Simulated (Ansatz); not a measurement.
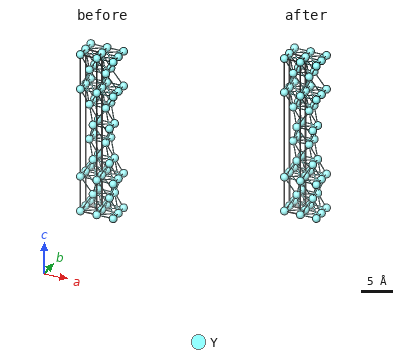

The structure of solid Y (set up in R-3m) before (left) and after (right) a relaxation, at one scale.

The picture is a ball-and-stick view of the conventional cell (3 times the calculation's cell), repeated 2 × 2 × 1 with one cell outlined, seen slightly off an axis. Lengths and directions refer to the drawn axes.

Computed with Ansatz 0.2.0, DFT PBE+D3(BJ), scalar-relativistic, plane waves, PAW. Settings: plane-wave cutoff 420 eV; k-point mesh 15 × 15 × 15; occupations gaussian; smearing width 0.1 eV; no spin polarisation; cell and atoms relaxed; force threshold 0.005 eV/Å; at most 80 steps.

**What changed between the two?**

Over 2 accepted moves (3 points after the start) the energy falls by 22.7 meV per atom. The largest force component goes from 0.088 to 0.0016 eV/Å. Pressure: −2.75 GPa at the start and 0.00 GPa at the end. The SCF was repeated once at an unchanged geometry on a basis and grid sized afresh for the cell, which shifted the energy by 0.1 meV per atom at most. The largest moves relative to the cell, 0.021 Å, are those of Y atoms. Cell: a = b 3.651 → 3.561 Å (−2.4 %), c 26.175 → 25.509 Å (−2.5 %). Volume −7.3 %. Some distances before and after: Y–Y 3.615 → 3.507 Å, Y–Y 3.651 → 3.561 Å, Y–Y 3.545 → 3.490 Å. The space group stays R-3m (No. 166). The run took roughly 5 core-minutes on a shared host.
